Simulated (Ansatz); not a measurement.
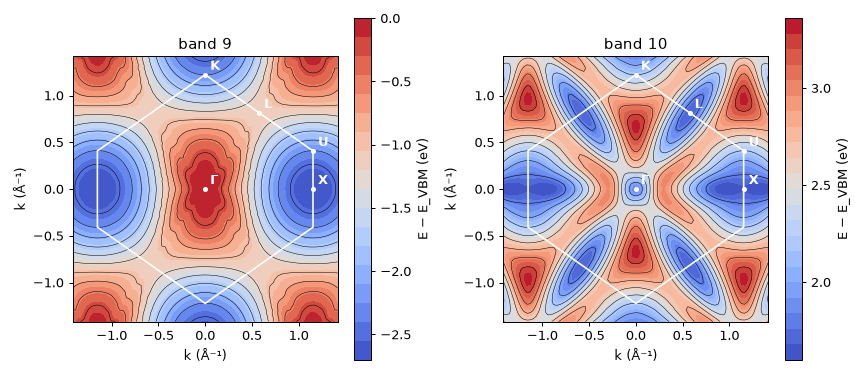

Two bands of GaP (space group F-43m, No. 216) over the plane through Γ, X and L: the highest mostly filled and the lowest mostly empty one.

Theory: Ansatz 0.2.0, DFT PBE, scalar-relativistic, plane waves, PAW; levels and slopes on a dense k mesh at the converged density. No spin polarisation. The levels come from a k mesh of 34×34×34 points. The geometry was not relaxed.

### Give both levels and their distance at the named points.

```
point  lower band (eV)  upper band (eV)  distance (eV)
    Γ             0.00             1.83           1.83
    X            −2.68             1.66           4.34
    L            −1.12             1.67           2.79
```

### Where are the band edges of the whole zone?

The valence band has one maximum at Γ, three bands meeting there, with masses of 0.11 and 0.35 mₑ among them, each the same along x, y and z; the conduction band has six equivalent minima on the Γ–X line, principal masses 0.23, 0.23 and 1.05 mₑ. The gap is indirect, 1.59 eV at this level of theory (semilocal functionals give gaps that are too small, and can reorder valleys that lie close).

Spin-orbit coupling, left out here, can split bands that meet at an edge and change their masses.
